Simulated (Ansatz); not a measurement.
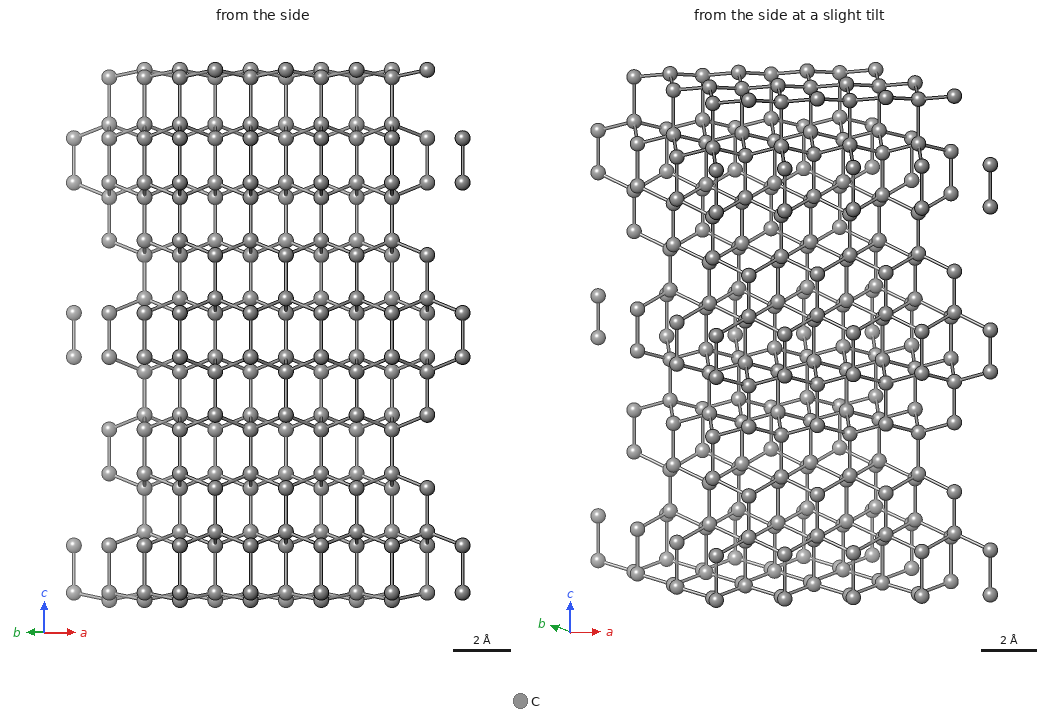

A ball-and-stick picture of a periodic slab, seen from the side and from the side at a slight tilt. The surface normal points up in side views; the vacuum is left out. 4×3 cells are drawn in the plane, with atoms at the edges repeated.

The cell holds 20 C. The slab was cut from bulk C (R-3m).

### Read the thickness off the scale bar.

About 19 Å from the lowest to the highest atom.

### What is the orientation of the surface?

(0 0 1).

Computational set-up: Ansatz 0.2.0, DFT PBEsol, scalar-relativistic, plane waves, PAW, a basis cut at 420 eV, Brillouin-zone sampling on a 12×12×1 mesh, Gaussian smearing of 0.05 eV, no spin polarisation.

### What is the work function on either side?

4.76 eV at the top and 4.74 eV at the bottom.

The structure comes from an entry, possibly a prediction, of the Crystallography Open Database, from which a slab was cut. The atoms were relaxed in a fixed cell with DFT PBEsol, scalar-relativistic, plane waves, PAW in Ansatz 0.2.0.
